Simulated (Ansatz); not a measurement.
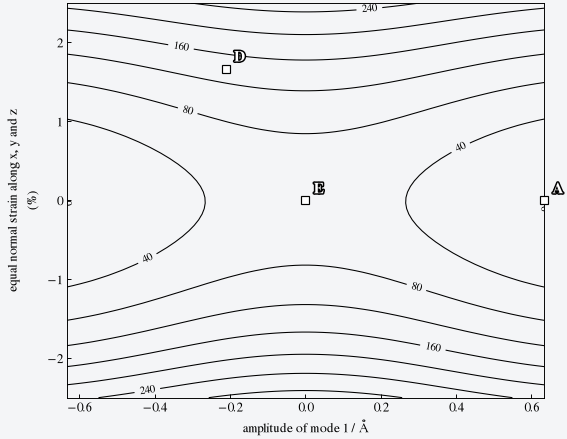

SnO2 (P6_3/mmc, No. 194; 6 atoms in the cell). The energy is mapped over a normal mode and a strain (zone-centre modes of the 6-atom cell of this scan) (x along [1 0 0], y along [1 2 0], z along [0 0 1] of the conventional cell). The first coordinate is: amplitude of mode 1 (21i cm⁻¹), largest displacement in the unstrained cell; the second: equal normal strain along x, y and z. Nothing is relaxed (the pattern is fixed in fractional coordinates). The scan uses a 7 × 7 grid; 28 points were computed and 21 follow by symmetry. Points are written as (first, second). All energies are given in meV per cell relative to the lowest grid point. These are results of DFT PBE+D3(BJ), scalar-relativistic, plane waves, PAW in Ansatz 0.2.0, not measurements. Settings: cutoff 520 eV, k-mesh 12×12×4 in the order of the run's cell vectors, gaussian smearing 0.05 eV, no spin polarisation.

Drawn: contour lines labelled in meV, lettered points. Between grid points the surface is interpolated.

**Is D the lowest point of the computed grid?**

No. D lies 139 meV above the lowest grid point, which is at (−0.634 Å, 0.00 %).

**What kind of point is each of D, E: minimum, saddle, maximum or slope?**

D: on a slope; E: saddle point. (In these two coordinates alone; a stationary point may lie a little off the grid point.)

PAW datasets: the set soft_1.
